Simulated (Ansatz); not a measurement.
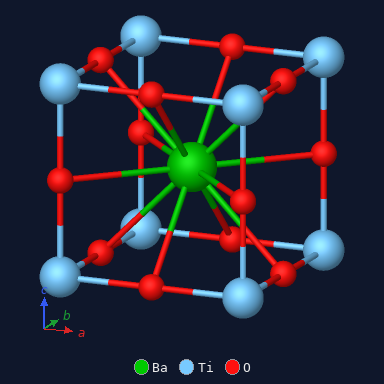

System: BaTiO₃, space group Pm-3m (No. 221). The picture shows the conventional cell.

Starting cell:
```xyz
5
Lattice="4.0073 0.0000 0.0000 0.0000 4.0073 0.0000 0.0000 0.0000 4.0073" Properties=species:S:1:pos:R:3 pbc="T T T"
Ba    2.0036    2.0036    2.0036
Ti    0.0000    0.0000    0.0000
O     2.0036    0.0000    0.0000
O     0.0000    2.0036    0.0000
O     0.0000    0.0000    2.0036
```

Method: periodic Kohn-Sham DFT of a crystal at fixed atoms, scaled to the stated factor times the given cell; pressure positive in compression (Ansatz 0.2.0). Level: PBE.

method all-electron PAW; relativity scalar; k mesh 8×8×8; occupations Fermi–Dirac; smearing width 0.05 eV; nucleus Gaussian.

V(given) is 12.87 Å³/atom.

Describe the result: the pressure against V/V(given). The V/V(given) takes the values 0.94, 0.98, 1.01, 1.04.

The pressure falls from 13.5 GPa at V/V(given) 0.94 to −4.6 GPa at 1.04, and changes sign near 1.01.

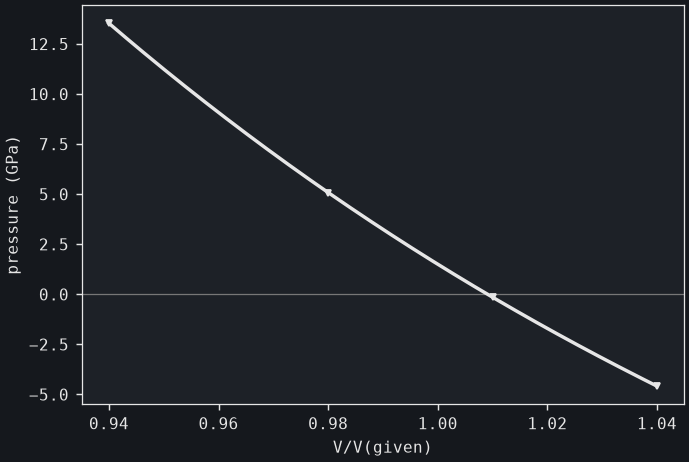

Keep in mind: field gradient without spin-orbit coupling on heavy atoms; no spin-orbit coupling on heavy atoms.
